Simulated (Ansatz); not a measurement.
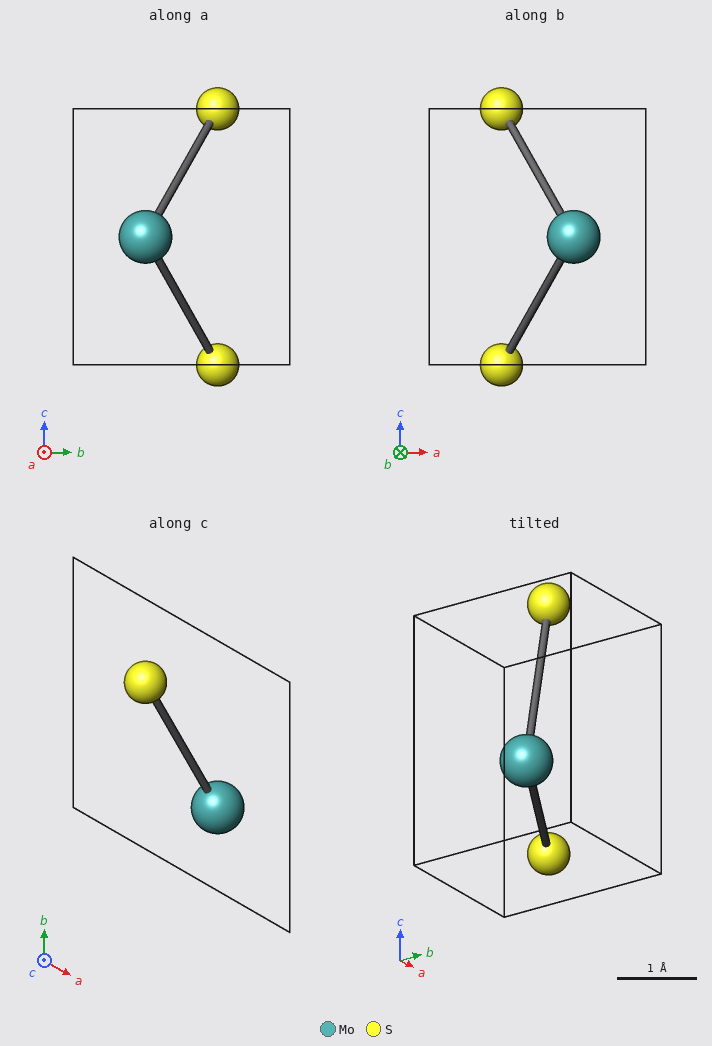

Crystal structure, ball-and-stick style, seen along the a axis, along the b axis, along the c axis and slightly off an axis. Lines trace the edges of the conventional unit cell.

Lattice parameters: a = 3.2053 Å, b = 3.2053 Å, c = 3.2812 Å, α = 90.000°, β = 90.000°, γ = 120.000°.

Question: Set out the cell and atoms as a CIF in P1 with every atom of the cell.

Answer:
```cif
data_structure
_symmetry_space_group_name_H-M 'P 1'
_symmetry_Int_Tables_number 1
_cell_length_a 3.2053
_cell_length_b 3.2053
_cell_length_c 3.2812
_cell_angle_alpha 90.000
_cell_angle_beta 90.000
_cell_angle_gamma 120.000
_cell_volume 29.20
loop_
_atom_site_label
_atom_site_type_symbol
_atom_site_fract_x
_atom_site_fract_y
_atom_site_fract_z
_atom_site_occupancy
Mo1 Mo 0.6667 0.3333 0.5000 1
S1 S 0.3333 0.6667 0.0000 1
```

The structure was taken from a structure type filled with these elements by a generator (whether the compound takes this form wasn't checked). The geometry was optimised with DFT PBE, scalar-relativistic, plane waves, PAW in Ansatz 0.2.0.
